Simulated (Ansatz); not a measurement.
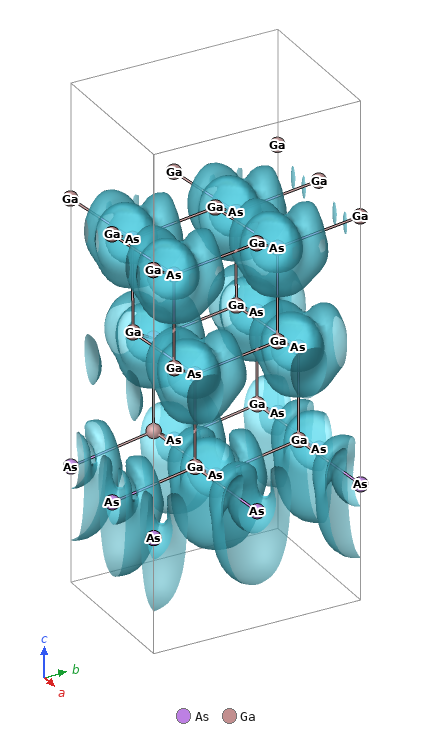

Figure 1: GaAs (slab). Isosurface of the ELF at 0.6 (cyan), seen slightly off an axis. Core shells and regions of very low density are left out. Sticks mark near contacts.

All numbers below come from DFT PBEsol, scalar-relativistic, plane waves, PAW in Ansatz 0.2.0.

In a PAW calculation such maps are meaningful between the atoms, not at the nuclei.

```yaml
crystal:
  lattice:
    - [8.00201, 0.00000, 0.00000]
    - [-2.00050, 3.46497, 0.00000]
    - [0.00000, 0.00000, 22.35031]
  atoms:
    - { symbol: As, position: [0.50000, 0.00000, 0.33557] }
    - { symbol: As, position: [0.00000, 0.00000, 0.33557] }
    - { symbol: Ga, position: [0.16667, 0.66667, 0.37211] }
    - { symbol: Ga, position: [0.66667, 0.66667, 0.37211] }
    - { symbol: As, position: [0.66623, 0.66531, 0.48676] }
    - { symbol: As, position: [0.16623, 0.66531, 0.48676] }
    - { symbol: Ga, position: [0.33297, 0.33207, 0.52028] }
    - { symbol: Ga, position: [0.83297, 0.33207, 0.52028] }
    - { symbol: As, position: [0.83144, 0.33070, 0.63605] }
    - { symbol: As, position: [0.33144, 0.33070, 0.63605] }
    - { symbol: Ga, position: [0.49792, 0.99718, 0.66745] }
    - { symbol: Ga, position: [0.99792, 0.99718, 0.66745] }
```

Question: Where are the electrons localised?

Answer: At this value the surface marks out six regions on As in which the atom's valence shell and bonds are merged, counted in one cell of 12 atoms. Counts are for one cell; the picture repeats the cell along the surface.

Values along the shortest contacts:
Ga–As (2.41 Å): the ELF peaks at about 0.75 between the atoms. Ga–As (2.56 Å): the ELF is about 0.65 at the midpoint.

Question: Metal or insulator at this level of theory?

Answer: It is gapless in this calculation (a metal or semimetal).
